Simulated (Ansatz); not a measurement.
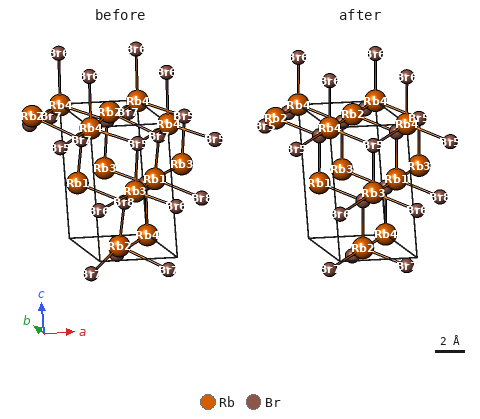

The structure of solid RbBr (a generated structure, set up in P1) (coarse preliminary run) before (left) and after (right) a relaxation, at one scale.

A ball-and-stick model of the cell of the calculation, seen slightly off an axis.

Computed with DFT PBE, scalar-relativistic, plane waves, PAW (Ansatz 0.2.0). (plane-wave cutoff 420 eV; k-point mesh 4 × 2 × 2; occupations gaussian; smearing width 0.1 eV; no spin polarisation; cell and atoms relaxed; force threshold 0.025 eV/Å; at most 60 steps)

Question: What changed between the two?

Answer: Over 5 accepted moves (6 points after the start) the energy falls by 37.9 meV per atom. Largest force component: 0.38 eV/Å at the start, 0.0067 eV/Å at the end. Pressure: 0.43 GPa at the start and −0.01 GPa at the end. At 1 point the geometry stayed and the basis and grid were re-selected for the new cell (energy shift of less than 0.05 meV per atom at most each time). The largest move relative to the cell is that of Br7, 0.34 Å along [−1 1 2]. By element the largest moves are Br 0.34 Å, Rb 0.33 Å. The drawn cell changes as follows: a 5.579 → 5.558 Å (−0.4 %), b 9.268 → 9.455 Å (+2.0 %), c 9.506 → 9.478 Å (−0.3 %), β 89.4° → 89.9°, γ 89.9° → 90.0°; the volume changes by +1.3 %. Near-neighbour distances that change, for instance: Rb2–Br7 3.904 → 3.375 Å, Rb4–Br6 3.704 → 3.374 Å, Rb2–Br8 3.147 → 3.377 Å, Rb1–Br8 3.601 → 3.376 Å. Among the angles between lasting bonds that change: Br7–Rb2–Br8 121.8° → 109.2°, Br7–Rb2–Br7 99.5° → 111.0°, Rb2–Br7–Rb2 99.5° → 111.0°. The space group stays P1 (No. 1). Cost: 2.1 min on 1 thread of Arm Neoverse V1, on a shared host, peak memory 0.56 GiB.
